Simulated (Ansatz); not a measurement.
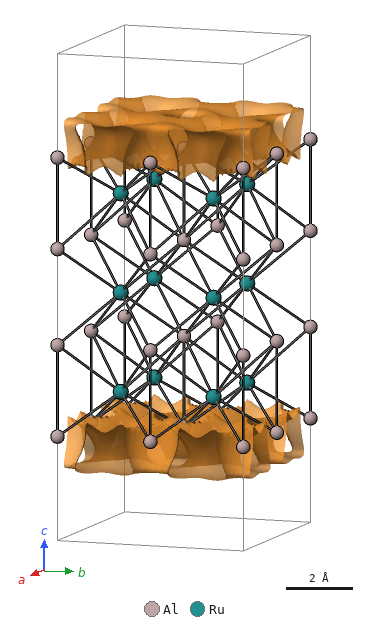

*Al₄Ru₃ (slab). Isosurface of the ELF at 0.55 (orange), seen slightly off an axis. Core shells and regions of very low density are left out. Sticks mark near contacts.*

Computed without spin polarisation.

Computed with DFT PBE, scalar-relativistic, plane waves, PAW (Ansatz 0.2.0).

Input file:

```
crystal:
  lattice:
    - [3.0040847245, 0.0, 0.0]
    - [0.0, 3.0040847245, 0.0]
    - [0.0, 0.0, 24.0122541736]
  atoms:
    - { symbol: Al, position: [0.0, 0.0, 0.3123405219] }
    - { symbol: Ru, position: [0.5, 0.5, 0.3748936813] }
    - { symbol: Al, position: [0.0, 0.0, 0.4374468406] }
    - { symbol: Ru, position: [0.5, 0.5, 0.5] }
    - { symbol: Al, position: [0.0, 0.0, 0.5625531594] }
    - { symbol: Ru, position: [0.5, 0.5, 0.6251063187] }
    - { symbol: Al, position: [0.0, 0.0, 0.6876594781] }
basis:
  ecutwfc: 420
kpoints:
  mp_grid: { grid: [12, 12, 1] }
hamiltonian:
  xc: pbe
scf:
  occupations: { method: gaussian, width: 0.1 }
output:
  forces: true
  eigenvalues: true
  write_density: true
  write_potential: true
  elf: true
  volumetric_format: npy
relax:
  adjacent_minimum: "off"
  f_tol: 0.02
  max_steps: 60
efield:
  axis: 3
  dipole_correction: true
  ramp_width: 0.04
```

Run with:

```sh
ansatz run input.yaml --threads 1 --pin off --max-ram 2560MiB --backend cpu --events-out ev --progress --plain --runs-dir out
```

The fields are those of the run's last geometry, not of the input's.

Describe the localisation domains.

Answer. At this value the surface marks out sheets that run through the cell in two directions, counted in one cell of 7 atoms. Counts are for one cell; the picture repeats the cell along the surface. Along the contacts the grid gives the following. Al–Ru (2.46 Å): the ELF is about 0.40 at the midpoint. Al–Al (2.81 Å): the ELF is about 0.45 at the midpoint.
